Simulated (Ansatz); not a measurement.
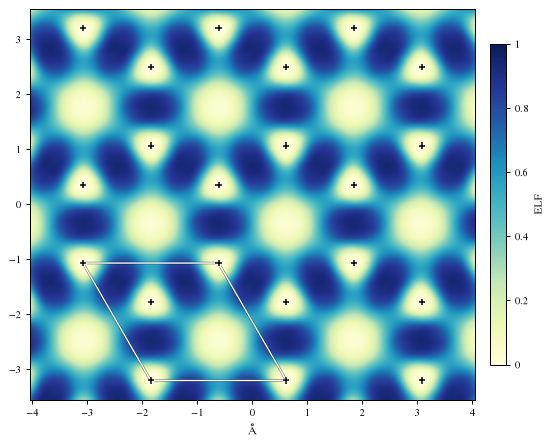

The electron localisation function on a plane through atoms (crosses mark nuclei in the plane).

Theory: Ansatz 0.2.0, DFT PBE+D3(BJ), scalar-relativistic, plane waves, PAW.

Candidates:
A. C, a = 2.46 Å, b = 2.46 Å, c = 6.74 Å, α = 90.00°, β = 90.00°, γ = 120.00°. Space group P6₃/mmc.
B. C$_{8}$O (slab), a = 2.46 Å, b = 2.46 Å, c = 29.11 Å, α = 90.00°, β = 90.00°, γ = 120.00°. 

### Which system is this?

Candidate A: C on the (001) plane of the conventional cell, which holds C. C–C (1.42 Å): the ELF peaks at about 0.95 between the atoms.
